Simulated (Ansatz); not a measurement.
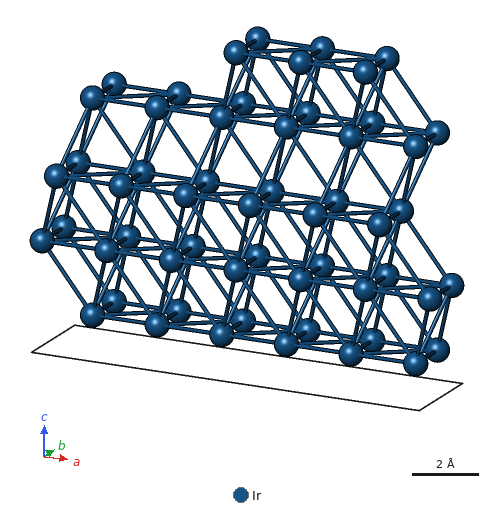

This is the input geometry for a constrained relaxation of a slab of composition Ir (cut from the Fm-3m phase). The picture is a ball-and-stick view of the 1 × 2 repeat of the cell, outlined in the plane, without the vacuum (origin shifted), seen slightly off an axis.

Case: stripe over 3 of 6 cells, two steps. 12 atoms are held fixed.

Level of theory: DFT PBE, scalar-relativistic, plane waves, PAW (Ansatz).

The input:
```yaml
crystal:
  lattice:
    - [16.4218237492, 0.0, 0.0]
    - [-1.3684853124, 2.3702860905, 0.0]
    - [0.0, 0.0, 20.9389086292]
  atoms:
    - { symbol: Ir, position: [0.0, 0.0, 0.0716369715] }
    - { symbol: Ir, position: [0.0555555556, 0.6666666667, 0.1783630285] }
    - { symbol: Ir, position: [0.1111111111, 0.3333333333, 0.2850890856] }
    - { symbol: Ir, position: [0.1666666667, 0.0, 0.0716369715] }
    - { symbol: Ir, position: [0.2222222222, 0.6666666667, 0.1783630285] }
    - { symbol: Ir, position: [0.2777777778, 0.3333333333, 0.2850890856] }
    - { symbol: Ir, position: [0.3333333333, 0.0, 0.0716369715] }
    - { symbol: Ir, position: [0.3888888889, 0.6666666667, 0.1783630285] }
    - { symbol: Ir, position: [0.4444444444, 0.3333333333, 0.2850890856] }
    - { symbol: Ir, position: [0.5, 0.0, 0.0716369715] }
    - { symbol: Ir, position: [0.5555555556, 0.6666666667, 0.1783630285] }
    - { symbol: Ir, position: [0.6111111111, 0.3333333333, 0.2850890856] }
    - { symbol: Ir, position: [0.6666666667, 0.0, 0.0716369715] }
    - { symbol: Ir, position: [0.7222222222, 0.6666666667, 0.1783630285] }
    - { symbol: Ir, position: [0.7777777778, 0.3333333333, 0.2850890856] }
    - { symbol: Ir, position: [0.8333333333, 1.0, 0.0716369715] }
    - { symbol: Ir, position: [0.8888888889, 0.6666666667, 0.1783630285] }
    - { symbol: Ir, position: [0.9444444444, 0.3333333333, 0.2850890856] }
    - { symbol: Ir, position: [0.0, 0.0, 0.3918151427] }
    - { symbol: Ir, position: [0.1666666667, 0.0, 0.3918151427] }
    - { symbol: Ir, position: [0.3333333333, 0.0, 0.3918151427] }
    - { symbol: Ir, position: [0.5, 0.0, 0.3918151427] }
    - { symbol: Ir, position: [0.6666666667, 0.0, 0.3918151427] }
    - { symbol: Ir, position: [0.8333333333, 0.0, 0.3918151427] }
    - { symbol: Ir, position: [0.0555555556, 0.6666666667, 0.4985411997] }
    - { symbol: Ir, position: [0.2222222222, 0.6666666667, 0.4985411997] }
    - { symbol: Ir, position: [0.3888888889, 0.6666666667, 0.4985411997] }
basis:
  ecutwfc: 420
kpoints:
  mp_grid: { grid: [2, 12, 1] }
hamiltonian:
  xc: pbe
scf:
  occupations: { method: gaussian, width: 0.1 }
output:
  forces: true
  eigenvalues: true
  populations: true
  write_density: true
  write_potential: true
  elf: true
  volumetric_format: npy
relax:
  adjacent_minimum: "off"
  f_tol: 0.02
  max_steps: 45
  constraints: [{ sites: [0, 1, 3, 4, 6, 7, 9, 10, 12, 13, 15, 16] }]
efield:
  axis: 3
  dipole_correction: true
  ramp_width: 0.04
```

Run as
```bash
ansatz run input.yaml --threads 4 --pin off --max-ram 9216MiB --backend cpu --events-out ev --progress --plain --runs-dir out
```

**What does the optimiser find from here?**

The largest move is that of Ir25, 0.18 Å at 48° to the normal (−c side). The lattice vectors keep their values. Among the contacts that change: Ir20–Ir25 2.737 → 2.604 Å, Ir26–Ir27 2.737 → 2.622 Å, Ir3–Ir19 2.737 → 2.845 Å, Ir21–Ir27 2.737 → 2.638 Å. The energy falls by 0.432 eV per cell of the calculation in 4 accepted moves (5 points after the start). Largest force component: 1.3 eV/Å at the start, 0.0083 eV/Å at the end. The line search rejected the trial step at point 4 of the run. Cost: 4.8 min on 4 threads of Intel(R) Xeon(R) 6975P-C (Granite Rapids), with other jobs on the host, peak memory 4.8 GiB.

Step by step:

```tsv
step	E − E(0), meV/atom	largest force component, eV/Å	note
0	0.00	1.2775	
1	-13.31	0.7310	
2	-15.81	0.1183	
3	-15.99	0.0450	
4	-15.98	0.1050	rejected
5	-16.01	0.0083
```

The end point in the same view:

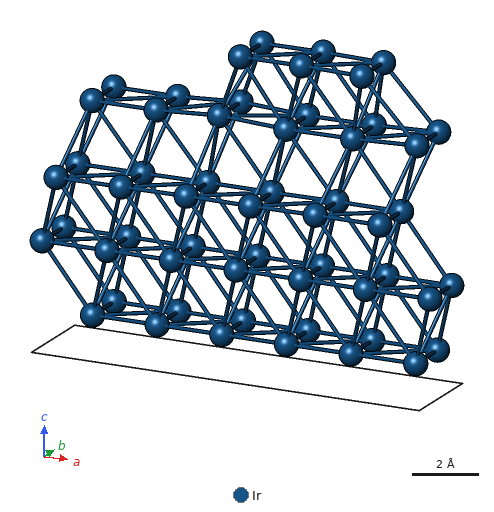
